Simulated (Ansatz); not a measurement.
The structure in question:

Space group Fm-3m (No. 225). a = 5.090 Å, b = 5.090 Å, c = 5.090 Å, α = 90.00°, β = 90.00°, γ = 90.00°
| atom | site | symmetry | x | y | z |
| --- | --- | --- | --- | --- | --- |
| Zr | 4a | m-3m | 0.0000 | 0.0000 | 0.0000 |
| O | 8c | -43m | 0.2500 | 0.7500 | 0.7500 |

**Before looking at a picture, describe the arrangement of atoms.**

The formula is ZrO2. The structure has Fm-3m (No. 225) symmetry and a face-centred cubic lattice. In terms of structure types, this is fluorite (CaF₂ type). In the cell are 4 Zr, 8 O, which makes 4 formula units. About every Zr there are eight O in a cubic arrangement at 2.20 Å. O bonds to four Zr in a tetrahedral arrangement at 2.20 Å. Not all metal-metal contacts are counted. The bonds build a three-dimensional framework.

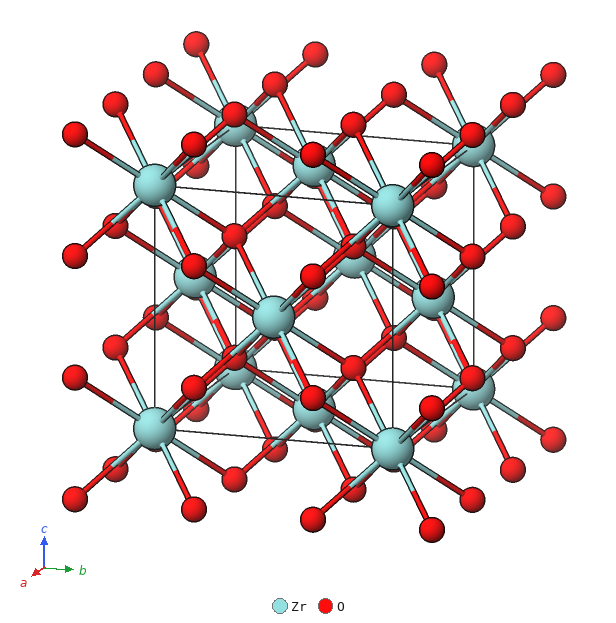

Structure drawing (ball-and-stick), viewed slightly off an axis. The edges of the conventional unit cell are marked. Bonds that leave the box are completed with the atoms at their other ends.

Provenance: a structure listed in the Materials Project. Earlier steps of the study may have refined or changed the cell and positions. Ansatz was used for an electronic-structure calculation on it.
